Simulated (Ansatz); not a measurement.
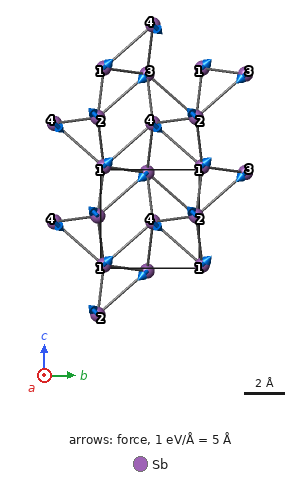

Starting geometry of solid Sb (a generated structure, set up in P2_13) with the computed forces as blue arrows. A ball-and-stick model of the cell of the calculation, repeated 1 × 1 × 2 with one cell outlined, seen along the a axis.

These are results of DFT PBE, scalar-relativistic, plane waves, PAW (Ansatz 0.2.0), not measurements.

Input
```yaml
crystal:
  lattice:
    - [4.93017856, 0.0, 0.0]
    - [0.0, 4.93017856, 0.0]
    - [0.0, 0.0, 4.93017856]
  atoms:
    - { symbol: Sb, position: [0.02999999, 0.02999999, 0.02999999] }
    - { symbol: Sb, position: [0.47000001, 0.97000001, 0.52999999] }
    - { symbol: Sb, position: [0.52999999, 0.47000001, 0.97000001] }
    - { symbol: Sb, position: [0.97000001, 0.52999999, 0.47000001] }
basis:
  ecutwfc: 420
kpoints:
  mp_grid: { grid: [10, 10, 10] }
hamiltonian:
  xc: pbe
scf:
  occupations: { method: gaussian, width: 0.1 }
output:
  forces: true
  stress: true
  eigenvalues: true
  write_density: true
  write_potential: true
  elf: true
  volumetric_format: npy
relax:
  adjacent_minimum: "off"
  f_tol: 0.01
  max_steps: 80
  cell: { stress_tol: 0.05 }
```

Launched with:
```bash
ansatz run input.yaml --threads 1 --pin off --max-ram 2048MiB --backend cpu --events-out ev --progress --plain --runs-dir out
```

**What follows when this structure is relaxed?**

It isn't relaxed: the largest force vector, on Sb atoms, is 0.16 eV/Å. The atoms end up moving mostly along the starting forces (cosine between the two patterns 1.00). The largest moves relative to the cell, 0.84 Å, are those of Sb1, Sb2, Sb3 and Sb4. Sb1 goes along [1 1 1]. The volume changes by +11.5 %, with a = b = c 4.930 → 5.112 Å (+3.7 %). Some distances before and after: Sb1–Sb2 3.297 → 3.130 Å. Among the angles between lasting bonds that change: Sb2–Sb1–Sb3 68.5° → 99.6°, Sb2–Sb1–Sb3 118.9° → 99.6°, Sb2–Sb1–Sb4 128.2° → 146.4°. The space group (tolerance 0.01 Å) goes from P2_13 (No. 198) to P4_332 (No. 212). The energy falls by 102 meV per atom in 9 accepted moves (10 points after the start). The largest force component goes from 0.095 to under 0.0001 eV/Å. The pressure goes from −2.52 to 0.00 GPa. The SCF was repeated once at an unchanged geometry on a basis and grid sized afresh for the cell, which shifted the energy by 0.5 meV per atom at most. The run took 3.7 min on 1 thread of Intel(R) Xeon(R) Platinum 8488C (Sapphire Rapids), with other jobs on the host, peak memory 0.66 GiB.
